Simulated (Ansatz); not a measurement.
## Geometry relaxation, with input and output: GeSi (part 2 of 2)

Continued. System: GeSi (4 atoms in the cell). Method: DFT, PBEsol, plane waves, PAW, no spin polarisation (Ansatz 0.2.0); cutoff 420 eV, 6×6×4 k-mesh, Fermi–Dirac smearing of 0.03 eV. The structure was built on a prototype by a generator.

Geometry of the input (Å; fractional positions):
```
3.7560  0.0000  0.0000
-1.8780  3.2528  0.0000
0.0000  0.0000  6.1336
Ge 0.3333  0.6667  0.0000
Ge 0.6667  0.3333  0.5000
Si 0.3333  0.6667  0.3750
Si 0.6667  0.3333  0.8750
```

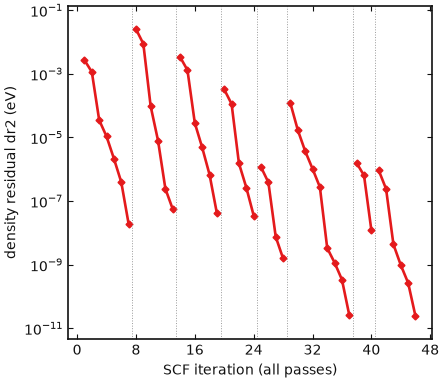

**Figure 1.** Convergence of the self-consistent field: density residual dr2 against the SCF iteration. The dotted lines part the SCF passes of the relaxation: geometry steps, rejected trials and re-solves on a re-selected basis. The 8 passes take 3 to 9 iterations each, 46 in all.

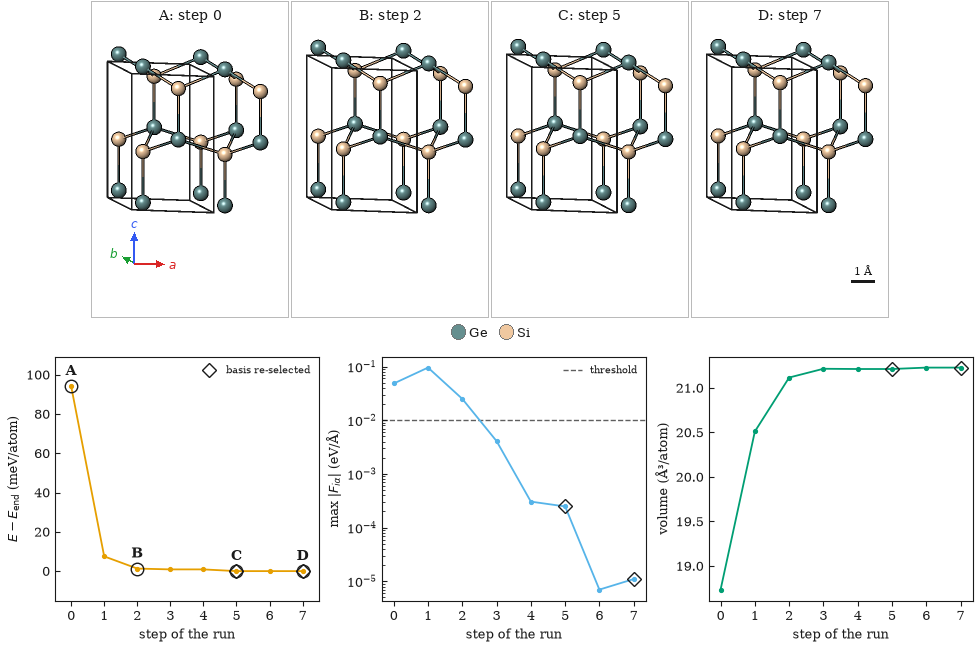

**Figure 2.** Frames of the relaxation (ball-and-stick view of the cell of the calculation, repeated 2 × 2 × 1, seen slightly off an axis) above the curves, on which the letters mark them (the first geometry is step 0 here and step 1 in the log).

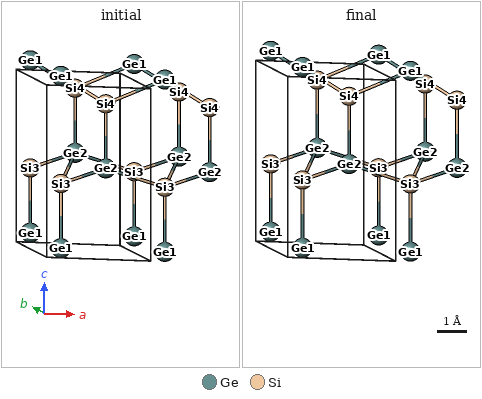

**Figure 3.** Before (left) and after (right) the relaxation, at one scale (ball-and-stick view of the cell of the calculation, repeated 2 × 2 × 1, seen slightly off an axis). No atom moves by more than 0.005 Å relative to the cell. The volume changes by +13.3 %, with a = b 3.756 → 3.903 Å (+3.9 %), c 6.134 → 6.435 Å (+4.9 %). Among the contacts that change: Ge1–Si3 2.300 → 2.409 Å, Ge1–Si4 2.300 → 2.394 Å. The space group stays P6_3mc (No. 186). Over 5 geometry steps the energy falls by 94.2 meV per atom. The largest force component goes from 0.048 to under 0.0001 eV/Å. Pressure: 13.40 GPa at the start and 0.00 GPa at the end. 1 further SCF at an unchanged geometry re-selected the plane-wave basis for the new cell. The energy change given includes the shifts at the re-selections in mid-walk, which come without any move. A last SCF at the same geometry on a re-selected plane-wave basis shifts the energy by next to nothing (0.0 meV per atom). (Atoms are counted from 1 in the order of the input.)

```
basis re-selected at this cell: Δ(F+E_penalty+E_count) = -9.147e-6 eV, ΔP = +0.000 GPa vs the last step (what re-selecting the basis moved, of the pressure what is left beyond the Pulay correction that the steps carried, after the strain that the cell walked since its last selection, with what the two solves' SCF thresholds leave and, on support functions, any second-order correction that the steps lacked; it is no measure of the basis error at this ecutwfc). This SCF's stress stands 3.81e-3 GPa from its target on what of the cell is left free (relax.cell.stress_tol is 5.00e-2 GPa) and its largest allowed force component is 1.07e-5 eV/Å (relax.f_tol is 1.00e-2 eV/Å): within both
SCF converged after 6 iterations
Free energy (F): -9749.833295 eV
Harris-Foulkes:  -9749.833295 eV  (|F-HF|=1.64e-11)
Internal energy: -9749.833243 eV  (E = F + TS)
E sigma→0 (E₀):  -9749.833269 eV
Entropy (-TS):   -0.000053 eV (-0.013 meV/atom)
Fermi energy:    7.807818 eV
--- Per-component energies (eV) ---
  E_band       = -305.219725
  E_kinetic    = 303.910892
  E_local      = -5301.963210  (includes V_loc(G=0)·N_el)
  E_nonlocal   = 893.389181
  E_hartree    = 2328.330996
  E_xc         = -259.375007
  E_vxc        = -223.289410  (∫ρ·V_xc dr)
  E_paw        = -4957.257804  (= ΣΔE_a)
  E_vpaw       = -633.929861  (= ΣTr[D̂ρ^β])
  E_aug_tail   = 0.000615  (compensation charges beyond the density's cutoff)
  E_ewald      = -2758.767899
  E_core_change = 1.898994  (= ΣΔE_core)
  E_smearing   = -0.000053  (= −TS)
  E_closure    = -0.000000  (closes the sum)
  Σ components = -9749.833295   (vs F -9749.833295, Δ=0.00e0)
--- Forces (eV/Å), atoms counted from 1 ---
  atom   1  Ge    -0.00000000    -0.00000000    -0.00001074
  atom   2  Ge     0.00000000     0.00000000    -0.00001074
  atom   3  Si     0.00000000    -0.00000000     0.00001064
  atom   4  Si     0.00000000     0.00000000     0.00001064
  max |Σ_I F_I| component: 2.05e-7 eV/Å
--- Stress (GPa, compression-positive) ---
        0.003810       0.000000       0.000000
        0.000000       0.003810       0.000000
        0.000000       0.000000       0.003142
  P = ⅓ Tr σ = 0.0036 GPa (0.036 kbar)
--- Band table (eV; the first three rows and the last of 21) ---
  k-point 0: bands = ["-16.9171", "-16.9170", "-16.9119", "-16.9119", "-16.9089", "-16.9089", "-16.8870", "-16.8870", "-16.8832", "-16.8832", "-5.0240", "-2.8536", "0.1522", "6.0547", "6.0547", "7.3490", "7.6468", "7.6468", "8.0273", "9.1448", "9.6700", "9.6700"]
  k-point 1: bands = ["-16.9171", "-16.9170", "-16.9115", "-16.9115", "-16.9093", "-16.9093", "-16.8864", "-16.8864", "-16.8837", "-16.8837", "-4.8281", "-3.4205", "1.1075", "5.4565", "6.2174", "6.2174", "7.2877", "7.2877", "8.2334", "9.6750", "10.0139", "10.0139"]
  k-point 2: bands = ["-16.9170", "-16.9170", "-16.9105", "-16.9105", "-16.9105", "-16.9105", "-16.8850", "-16.8850", "-16.8850", "-16.8850", "-4.2589", "-4.2589", "3.0881", "3.0881", "6.6735", "6.6735", "6.6735", "6.6735", "8.8303", "8.8303", "10.7180", "10.7180"]
  k-point 20: bands = ["-16.9160", "-16.9160", "-16.9067", "-16.9067", "-16.9065", "-16.9065", "-16.8844", "-16.8844", "-16.8843", "-16.8843", "-1.8128", "-1.8128", "-0.1319", "-0.1319", "3.1072", "3.1072", "5.5546", "5.5546", "8.9945", "8.9945", "11.3695", "11.3695"]
--- Relaxed structure (6 steps of the walk, 6 accepted, 2 SCFs on fresh bases) ---
  F+E_penalty+E_count = -9749.83329541 eV   max|allowed force component| = 1.069e-5 eV/Å   (the final SCF, on the basis selected at the relaxed cell)
  cell:  # Å, volume = 84.9132 Å³
    - [3.903338365484874, 1.4870319738831131e-33, 0.0]
    - [-1.951669182742437, 3.3803901840763286, 3.962484509607674e-34]
    - [0.0, 1.1207645600089463e-33, 6.435352017550963]
  atoms:
    - { symbol: Ge, position: [0.3333333333333333, 0.6666666666666666, 0.0002946364766035748] }
    - { symbol: Ge, position: [0.6666666666666666, 0.3333333333333333, 0.5002946364766037] }
    - { symbol: Si, position: [0.3333333333333333, 0.6666666666666666, 0.3747053635233964] }
    - { symbol: Si, position: [0.6666666666666666, 0.3333333333333333, 0.8747053635233967] }
```

Trajectory as extended XYZ (Å, eV, eV/Å), 8 frames, from step=1 to step=8
```
4
Lattice="3.7560 0.0000 0.0000 -1.8780 3.2528 0.0000 0.0000 0.0000 6.1336" Properties=species:S:1:pos:R:3:forces:R:3 step=1 energy=-9749.45643 pressure_GPa=13.40
Ge    0.0000    2.1686    0.0000    0.0000   0.0000  -0.0484
Ge    1.8780    1.0843    3.0668    0.0000   0.0000  -0.0484
Si    0.0000    2.1686    2.3001    0.0000   0.0000   0.0484
Si    1.8780    1.0843    5.3669    0.0000   0.0000   0.0484
4
Lattice="3.8510 0.0000 0.0000 -1.9255 3.3350 0.0000 0.0000 0.0000 6.3881" Properties=species:S:1:pos:R:3:forces:R:3 step=2 energy=-9749.80328 pressure_GPa=2.97
Ge    0.0000    2.2234    0.0087    0.0000   0.0000  -0.0957
Ge    1.9255    1.1117    3.2028    0.0000   0.0000  -0.0957
Si    0.0000    2.2234    2.3868    0.0000   0.0000   0.0957
Si    1.9255    1.1117    5.5808    0.0000   0.0000   0.0957
4
Lattice="3.9051 0.0000 0.0000 -1.9526 3.3820 0.0000 0.0000 0.0000 6.3956" Properties=species:S:1:pos:R:3:forces:R:3 step=3 energy=-9749.82810 pressure_GPa=0.39
Ge    0.0000    2.2546   -0.0019    0.0000   0.0000   0.0250
Ge    1.9526    1.1273    3.1959    0.0000   0.0000   0.0250
Si    0.0000    2.2546    2.4002    0.0000   0.0000  -0.0250
Si    1.9526    1.1273    5.5980    0.0000   0.0000  -0.0250
4
Lattice="3.9020 0.0000 0.0000 -1.9510 3.3793 0.0000 0.0000 0.0000 6.4357" Properties=species:S:1:pos:R:3:forces:R:3 step=4 energy=-9749.82979 pressure_GPa=-0.01
Ge    0.0000    2.2528    0.0022    0.0000   0.0000  -0.0041
Ge    1.9510    1.1264    3.2201    0.0000   0.0000  -0.0041
Si    0.0000    2.2528    2.4112    0.0000   0.0000   0.0041
Si    1.9510    1.1264    5.6290    0.0000   0.0000   0.0041
4
Lattice="3.9025 0.0000 0.0000 -1.9512 3.3797 0.0000 0.0000 0.0000 6.4334" Properties=species:S:1:pos:R:3:forces:R:3 step=5 energy=-9749.82980 pressure_GPa=0.00
Ge    0.0000    2.2531    0.0019    0.0000   0.0000  -0.0003
Ge    1.9512    1.1266    3.2186    0.0000   0.0000  -0.0003
Si    0.0000    2.2531    2.4106    0.0000   0.0000   0.0003
Si    1.9512    1.1266    5.6273    0.0000   0.0000   0.0003
4
Lattice="3.9025 0.0000 0.0000 -1.9512 3.3797 0.0000 0.0000 0.0000 6.4334" Properties=species:S:1:pos:R:3:forces:R:3 step=6 energy=-9749.83328 pressure_GPa=0.06
Ge    0.0000    2.2531    0.0019    0.0000   0.0000  -0.0002
Ge    1.9512    1.1266    3.2186    0.0000   0.0000  -0.0002
Si    0.0000    2.2531    2.4106    0.0000   0.0000   0.0002
Si    1.9512    1.1266    5.6273    0.0000   0.0000   0.0002
4
Lattice="3.9033 0.0000 0.0000 -1.9517 3.3804 0.0000 0.0000 0.0000 6.4354" Properties=species:S:1:pos:R:3:forces:R:3 step=7 energy=-9749.83329 pressure_GPa=0.00
Ge    0.0000    2.2536    0.0019    0.0000   0.0000   0.0000
Ge    1.9517    1.1268    3.2196    0.0000   0.0000   0.0000
Si    0.0000    2.2536    2.4114    0.0000   0.0000   0.0000
Si    1.9517    1.1268    5.6290    0.0000   0.0000   0.0000
4
Lattice="3.9033 0.0000 0.0000 -1.9517 3.3804 0.0000 0.0000 0.0000 6.4354" Properties=species:S:1:pos:R:3:forces:R:3 step=8 energy=-9749.83330 pressure_GPa=0.00
Ge    0.0000    2.2536    0.0019    0.0000   0.0000   0.0000
Ge    1.9517    1.1268    3.2196    0.0000   0.0000   0.0000
Si    0.0000    2.2536    2.4114    0.0000   0.0000   0.0000
Si    1.9517    1.1268    5.6290    0.0000   0.0000   0.0000
```

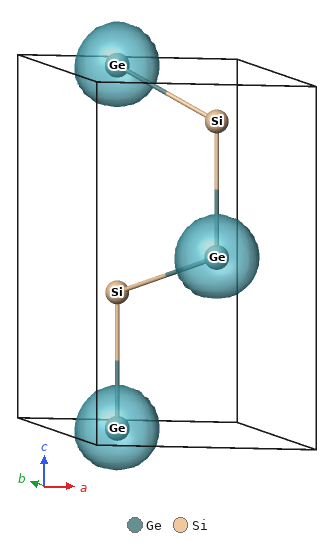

**Figure 4.** Isosurface of the valence charge density (pseudo) at 1 e/Å³ (cyan), seen slightly off an axis. Sticks mark near contacts. The outline is the cell set on symmetry axes. At this value the density breaks into separate islands; it holds about 55 % of the electrons treated as valence (semicore included). It is pinched off along the Si–Ge (2.39 Å) contacts. On the grid the lowest density along these lines, outside the cores, is 0.52 e/Å³ (Si–Ge, 2.39 Å). In a PAW calculation such maps are meaningful between the atoms, not at the nuclei.

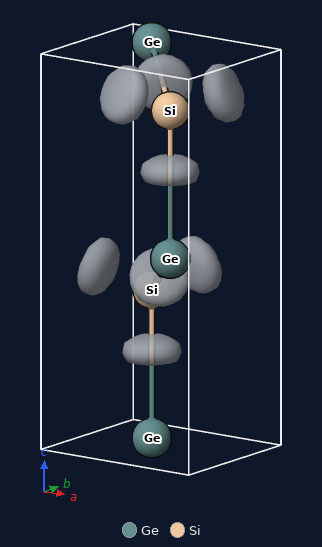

**Figure 5.** Isosurface of the electron localisation function at 0.85 (grey), seen slightly off an axis. Core shells and regions of very low density are left out. Sticks mark near contacts. The outline is the cell set on symmetry axes.

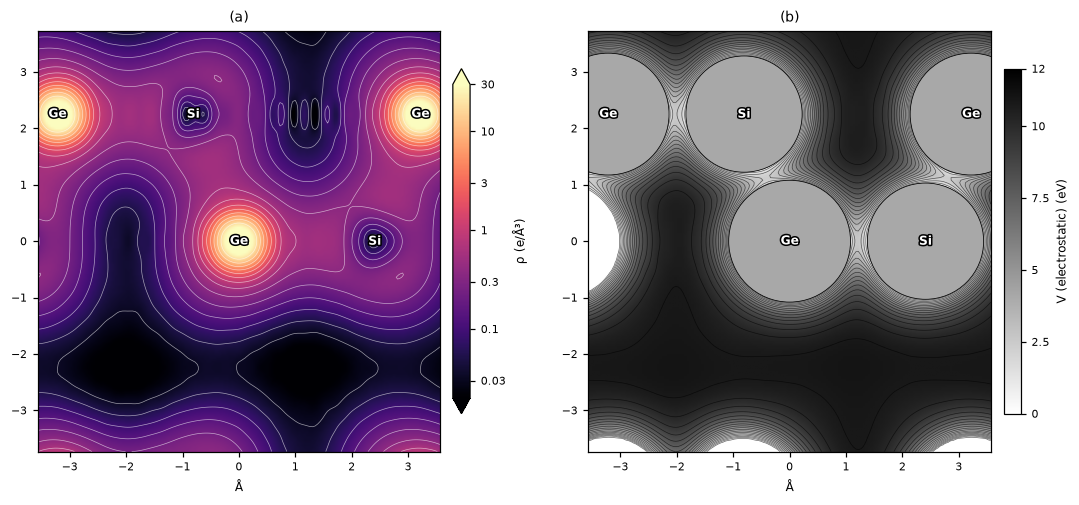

**Figure 6.** (a) valence pseudo-density; (b) electrostatic potential (local pseudopotential plus Hartree) felt by an electron on the (110) plane of the conventional cell. Grey discs, where drawn, cover atomic cores. Si–Ge (2.39 Å): the density is about 0.54 e/Å³ at the midpoint. Away from the nuclei the density in this plane falls to 0.01 e/Å³ at its lowest. Outside the cores the potential energy rises away from the atoms and is highest about 2.5 Å from the nearest atoms; outside the discs it spans about 10 eV, and its zero is arbitrary.

Summary

| quantity | value |
| --- | --- |
| outcome | converged |
| space group (tolerance 0.01 Å) | P6₃mc (186) |
| electrons treated | 36 |
| free energy | −9749.8333 eV |
| Fermi energy | 7.808 eV |
| band gap | 0.34 eV |
| pressure | 0.00 GPa |
| final volume | 84.91 Å³ |
| largest force (length of the vector) at the end | under 0.001 eV/Å |
| final cell | a = 3.903 Å, b = 3.903 Å, c = 6.435 Å, α = 90.00°, β = 90.00°, γ = 120.00° |
| wall time | 13 s (CPU time 24 s) |
| peak memory | 0.34 GiB |
